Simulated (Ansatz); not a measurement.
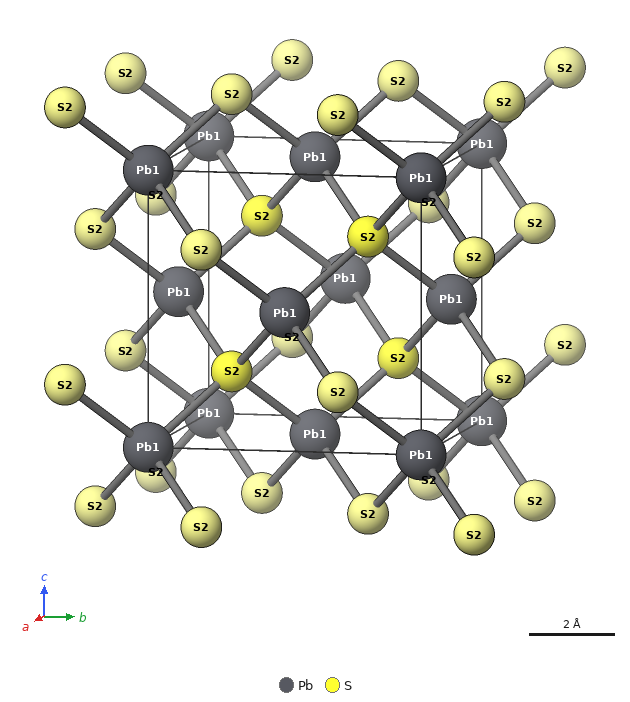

**Figure 1.** The structure as given in the input (ball-and-stick view of the cell 4 times as large as that of the calculation, set on its symmetry axes, seen slightly off an axis; neighbours outside the cell are drawn fainter; atoms are numbered from 1 in the order of the input).

# Run report: PbS, single-point calculation

- system: PbS (F-43m, 2 atoms in the cell)
- method: DFT, r2SCAN, plane waves, PAW, no spin polarisation (Ansatz 0.2.0)

The structure was built on a prototype by a generator. The geometry comes from this level: r2SCAN. Figures and captions count atoms from 1; the log counts them from 0 in places.

### The program's output
```
scf.n_extra_bands = 4 over 10 filled bands (N_el = 20.0): the run solves 14 bands
Engine: ansatz 0.2.0, x86_64-unknown-linux-gnu
Pseudopotentials: kind: paw
Pseudopotential: Pb, paw, valence charge 14, recommended cutoff 500 eV (meta_gga), Pb.paw.azcp
Pseudopotential: S, paw, valence charge 6, recommended cutoff 500 eV (meta_gga), S.paw.azcp
Functional definition: r2SCAN
  parameter k0 = 0.174
  parameter k1 = 0.065
  parameter a1 = 4.9479
  exchange = r2scan_x(k0 = k0, k1 = k1, a1 = a1)
  correlation = r2scan_c
Crystal: 2 atoms, lattice volume = 71.938 Å³
Basis set: ecut = 500 eV, 1837 PW (Γ), exchange–correlation on 144×144×144 points (64 copies of the dense FFT grid, shifted against one another)
Bands: 14, of which v1, the nominal top of the filled ones, is band 10 counted from 1 (9 counted from 0)
Symmetry: 24 space group operations
Space group: F-43m (ITA 216), of the structure as read, at distance tolerance 4.2e-5 Å
k-points: 8 of 64 (time reversal used)
Non-local potential: Pb, projectors of the file, l = 0: 2, l = 1: 2, l = 2: 2, l = 3: 2
Non-local potential: S, projectors of the file, l = 0: 2, l = 1: 2, l = 2: 2
PAW form: soft (Blöchl's): semilocal exchange-correlation on the pseudo side does not see the compensation charge
PAW frozen core: Pb, regenerated for the run's functional (the file was generated under x = pbe(κ = 0.804, μ = 0.2195149727645171), c = pbe(β = 0.06672455060314922))
PAW frozen core: S, regenerated for the run's functional (the file was generated under x = pbe(κ = 0.804, μ = 0.2195149727645171), c = pbe(β = 0.06672455060314922))
PAW one-centre angular grid: Pb, 590 points (default); XC on 160 Gauss nodes
PAW one-centre angular grid: S, 302 points (default); XC on 160 Gauss nodes
Initial density: superposition of atomic densities (neutral atoms: chi_scale 0, normalization atom), corrected by the library's trained network
Initial wavefunctions: pseudopotential atomic-orbital guess
Functional: x = r2scan, c = r2scan; τ floored in thin density (d = 2e-4 eV/Å³)
SCF iter   1: F=—  HF=-12827.507055 eV  |F-HF|=—  |Δ(HF+E_count)|=         —  Δρ=5.37e-3  dr2=1.86e-2  dr2_τ=3.62e-3  ethr=1.77e-3  ⟨swp⟩=4.9  Hψ=568  notcnv=0  defer=11
preconditioner: auto → none  [insulator: Δε(μ)=1.000 eV  Ē_g=15.661 eV  n_scr=14 (ndim 8)  ℏωp=19.6 eV  f_vac=0.122  ε∞_Penn≈2.6]
SCF iter   2: F=—  HF=-12827.508834 eV  |F-HF|=—  |Δ(HF+E_count)|=   1.78e-3  Δρ=1.90e-3  dr2=1.74e-3  dr2_τ=1.71e-4  ethr=9.31e-5  ⟨swp⟩=2.1  Hψ=278  notcnv=0  defer=12
SCF iter   3: F=—  HF=-12827.508921 eV  |F-HF|=—  |Δ(HF+E_count)|=   8.69e-5  Δρ=6.61e-4  dr2=3.54e-4  dr2_τ=2.01e-5  ethr=8.71e-6  ⟨swp⟩=3.0  Hψ=172  notcnv=0  defer=12
SCF iter   4: F=—  HF=-12827.508932 eV  |F-HF|=—  |Δ(HF+E_count)|=   1.18e-5  Δρ=2.40e-4  dr2=7.19e-5  dr2_τ=4.93e-6  ethr=1.77e-6  ⟨swp⟩=2.0  Hψ=165  notcnv=0  defer=12
SCF iter   5: F=—  HF=-12827.508913 eV  |F-HF|=—  |Δ(HF+E_count)|=   1.89e-5  Δρ=5.13e-5  dr2=8.34e-7  dr2_τ=2.96e-8  ethr=3.59e-7  ⟨swp⟩=2.6  Hψ=170  notcnv=0  defer=6
SCF iter   6: F=—  HF=-12827.508914 eV  |F-HF|=—  |Δ(HF+E_count)|=   7.93e-7  Δρ=1.03e-5  dr2=1.67e-7  dr2_τ=6.72e-9  ethr=5.00e-10  ⟨swp⟩=12.4  Hψ=1010  notcnv=0
SCF iter   7: F=-12827.508914 eV  HF=-12827.508914 eV  |F-HF|=4.15e-10  |Δ(HF+E_count)|=   3.01e-8  Δρ=9.11e-7  dr2=3.48e-10  dr2_τ=2.98e-11  ethr=5.00e-10  ⟨swp⟩=8.8  Hψ=656  notcnv=0
SCF 1 converged in 7 iterations: F = -12827.508914 eV  dr2 = 3.48e-10
  greatest PAW one-centre occupation: 0.979 electrons in one spin orbital (limit 2), on the Pb atom at site 0 (counted from 0), in its partial waves of l = 2
SCF converged after 7 iterations
Free energy (F): -12827.508914 eV
Harris-Foulkes:  -12827.508914 eV  (|F-HF|=4.15e-10)
Internal energy: -12827.508914 eV  (E = F + TS)
E sigma→0 (E₀):  -12827.508914 eV
Fermi energy:    4.604086 eV
--- Per-component energies (eV) ---
  E_band       = -134.038430
  E_kinetic    = 391.775786
  E_local      = -1567.033010  (includes V_loc(G=0)·N_el)
  E_nonlocal   = 378.920340
  E_hartree    = 614.835053
  E_xc         = -299.824460
  E_vxc        = -239.457191  (∫ρ·V_xc dr)
  E_paw        = -11040.097795  (= ΣΔE_a)
  E_vpaw       = -343.229405  (= ΣTr[D̂ρ^β])
  E_aug_tail   = 0.000020  (compensation charges beyond the density's cutoff)
  E_vtau       = 15.314872  (kinetic-family band-sum trace: ∫τ·v_τ [+ j·A + Jᵃ·Aᵃ] dr)
  E_ewald      = -1306.940586
  E_core_change = 0.855736  (= ΣΔE_core)
  E_smearing   = -0.000000  (= −TS)
  E_closure    = 0.000000  (closes the sum)
  Σ components = -12827.508914   (vs F -12827.508914, Δ=0.00e0)
--- Forces (eV/Å), atoms counted from 1 ---
  atom   1  Pb    -0.00000000    -0.00000000    -0.00000000
  atom   2  S      0.00000000    -0.00000000    -0.00000000
  max |Σ_I F_I| component: 3.15e-16 eV/Å
--- Stress (GPa, compression-positive) ---
       -0.061110      -0.000000      -0.000000
       -0.000000      -0.061110       0.000000
       -0.000000       0.000000      -0.061110
  P = ⅓ Tr σ = -0.0611 GPa (-0.611 kbar)
--- Band table (eV; the first three rows and the last of 8) ---
  k-point 0: bands = ["-12.6841", "-12.6841", "-12.6841", "-12.6458", "-12.6458", "-8.6042", "-1.4049", "2.7512", "2.7512", "2.7512", "7.3395", "7.3395", "7.3395", "10.0219"]
  k-point 1: bands = ["-12.7017", "-12.6777", "-12.6777", "-12.6445", "-12.6445", "-8.2733", "-2.3806", "2.4726", "2.4726", "2.8411", "7.3211", "7.7950", "7.7950", "11.7406"]
  k-point 2: bands = ["-12.7190", "-12.6736", "-12.6736", "-12.6410", "-12.6410", "-7.8575", "-3.3066", "2.2379", "2.2379", "2.6540", "8.0614", "8.0614", "8.4373", "11.8364"]
  k-point 7: bands = ["-12.7332", "-12.6679", "-12.6571", "-12.6487", "-12.6408", "-7.5550", "-3.6962", "1.2630", "1.3144", "4.6041", "7.4993", "7.5142", "9.9270", "10.7645"]
```

### File rho_z.tsv
```
# z_ang	rho[e/angstrom^3]
# format = ansatz-planar-average/11
# lattice	0.000000000	3.300977497	3.300977497
# lattice	3.300977497	0.000000000	3.300977497
# lattice	3.300977497	3.300977497	0.000000000
# sites	2
# site	82	0.000000000	0.000000000	0.000000000
# site	16	1.650488749	1.650488749	1.650488749
0.000000	6.698712e-1
0.129675	6.724548e-1
0.259349	6.449374e-1
0.389024	5.966227e-1
0.518699	5.375063e-1
0.648373	4.752370e-1
0.778048	4.152857e-1
0.907723	3.619981e-1
1.037397	3.184664e-1
1.167072	2.855876e-1
1.296746	2.617258e-1
1.426421	2.434393e-1
1.556096	2.265882e-1
1.685770	2.075804e-1
1.815445	1.847456e-1
1.945120	1.588693e-1
2.074794	1.323461e-1
2.204469	1.077878e-1
2.334144	8.698538e-2
2.463818	7.060162e-2
2.593493	5.850255e-2
2.723168	5.027904e-2
2.852842	4.562747e-2
2.982517	4.450293e-2
3.112191	4.720592e-2
3.241866	5.448594e-2
3.371541	6.755835e-2
3.501215	8.834648e-2
3.630890	1.198456e-1
3.760565	1.654766e-1
3.890239	2.272642e-1
4.019914	3.042428e-1
4.149589	3.920602e-1
4.279263	4.833103e-1
4.408938	5.677946e-1
4.538613	6.334944e-1
```

### File v_z.tsv
```
# z_ang	v_es[eV]	v_tot[eV]
# format = ansatz-planar-average/11
# xc	r2scan
# density_cutoff_ev	2000
# datasets	Pb=:simpson_from_first_knot:soft:shift=0	S=:simpson_from_first_knot:soft:shift=0
# lattice	0.000000000	3.300977497	3.300977497
# lattice	3.300977497	0.000000000	3.300977497
# lattice	3.300977497	3.300977497	0.000000000
# sites	2
# site	82	0.000000000	0.000000000	0.000000000
# site	16	1.650488749	1.650488749	1.650488749
0.000000	-6.761928e-1	-1.189566e1
0.129675	-1.016451e0	-1.252361e1
0.259349	-1.460223e0	-1.313610e1
0.389024	-1.936166e0	-1.366035e1
0.518699	-2.268427e0	-1.393669e1
0.648373	-2.262970e0	-1.375225e1
0.778048	-1.820790e0	-1.307490e1
0.907723	-9.938782e-1	-1.201938e1
1.037397	3.968369e-2	-1.069434e1
1.167072	1.054405e0	-9.309595e0
1.296746	1.893629e0	-8.064051e0
1.426421	2.573855e0	-6.927599e0
1.556096	3.259264e0	-5.763053e0
1.685770	4.073872e0	-4.482262e0
1.815445	5.021882e0	-3.059249e0
1.945120	6.023524e0	-1.579627e0
2.074794	6.930123e0	-2.124911e-1
2.204469	7.616008e0	9.204994e-1
2.334144	8.045535e0	1.785446e0
2.463818	8.272135e0	2.413204e0
2.593493	8.352763e0	2.800325e0
2.723168	8.314124e0	2.938807e0
2.852842	8.172770e0	2.860734e0
2.982517	7.938319e0	2.603214e0
3.112191	7.615574e0	2.233057e0
3.241866	7.212561e0	1.775025e0
3.371541	6.660930e0	1.064058e0
3.501215	5.841469e0	-9.416634e-2
3.630890	4.756389e0	-1.686885e0
3.760565	3.552438e0	-3.513620e0
3.890239	2.416333e0	-5.329802e0
4.019914	1.472710e0	-6.991686e0
4.149589	7.600264e-1	-8.419327e0
4.279263	2.511725e-1	-9.569665e0
4.408938	-1.120579e-1	-1.048804e1
4.538613	-3.993381e-1	-1.124333e1
```

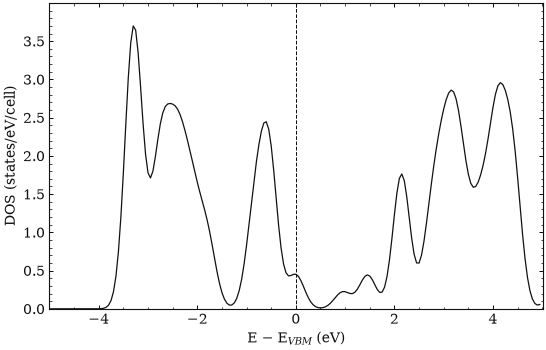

**Figure 2.** Density of states (the curve is built from the levels of the k mesh with Gaussians 0.4 eV wide, which also blur the band edges), with energies from the valence-band top. There is a gap of 0.95 eV on the k-point mesh. Small ripples come from the finite k-point mesh.

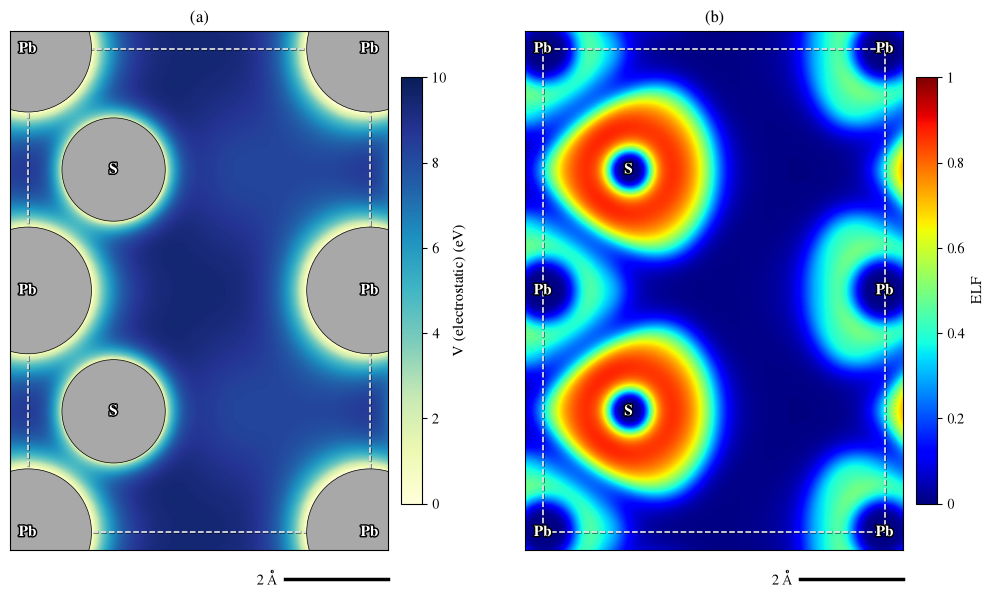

**Figure 3.** (a) electrostatic potential (local pseudopotential plus Hartree) felt by an electron; (b) ELF on the (101) plane of the conventional cell. Grey discs, where drawn, cover atomic cores. The plane passes through Pb and S nuclei. Pb–S (2.86 Å): the ELF peaks at about 0.85 in the valence shell of S, 0.8 Å from its nucleus, and drops to about 0.25 between the two atoms. Outside the cores the potential energy rises away from the atoms and is highest about 2.9 Å from the nearest atoms; outside the discs it spans about 9 eV, and its zero is arbitrary. Core electrons are frozen (PAW), so the fields are smoothed inside the atomic spheres.

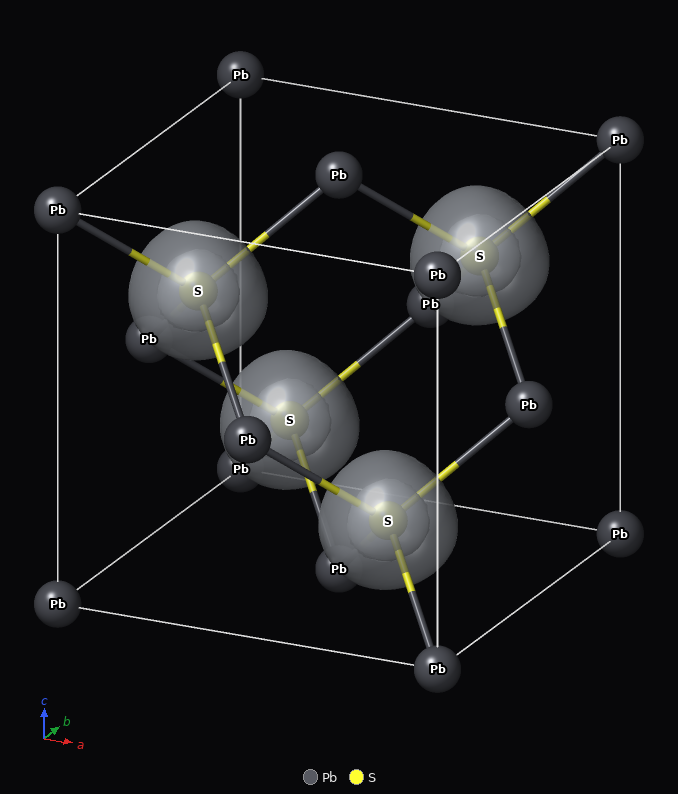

**Figure 4.** Isosurface of the electron localisation function at 0.8 (grey), seen at an oblique angle. Core shells and regions of very low density are left out. Sticks mark near contacts. The outline is the cell set on symmetry axes. Values along the shortest contacts: Pb–S (2.86 Å): the ELF peaks at about 0.85 in the valence shell of S, 0.8 Å from its nucleus, and drops to about 0.25 between the two atoms.

This output came from the following input.

### The input
```yaml
crystal:
  lattice:
    - [0.0, 3.3009774971, 3.3009774971]
    - [3.3009774971, 0.0, 3.3009774971]
    - [3.3009774971, 3.3009774971, 0.0]
  atoms:
    - { symbol: Pb, position: [0.0, 0.0, 0.0] }
    - { symbol: S, position: [0.25, 0.25, 0.25] }
kpoints:
  mp_grid: { grid: [4, 4, 4] }
hamiltonian:
  xc: r2scan
scf:
  occupations: { method: fixed }
  n_extra_bands: 4
output:
  forces: true
  stress: true
  eigenvalues: true
  write_density: true
  write_potential: true
  elf: true
  volumetric_format: npy
```

Run as:
```bash
ansatz run input.yaml --threads 4 --pin off --max-ram 3686MiB --backend cpu --events-out ev --progress --plain --runs-dir out
```

### Summary

- outcome: converged
- space group (tolerance 0.01 Å): F-43m (216)
- electrons treated: 20
- free energy: −12827.5089 eV
- Fermi energy: 4.604 eV
- gap on the k-point mesh: 0.95 eV
- pressure: −0.06 GPa
- largest force (length of the vector): under 0.001 eV/Å
- hardware: 4 threads of Intel Xeon @ 2.50GHz (Skylake/Cascade Lake), 189 GiB of memory available, shared host
- wall time: 8.2 s (CPU time 9.9 s)
- peak memory: 0.54 GiB

### Remarks

Spin–orbit coupling is left out, which matters for Pb.
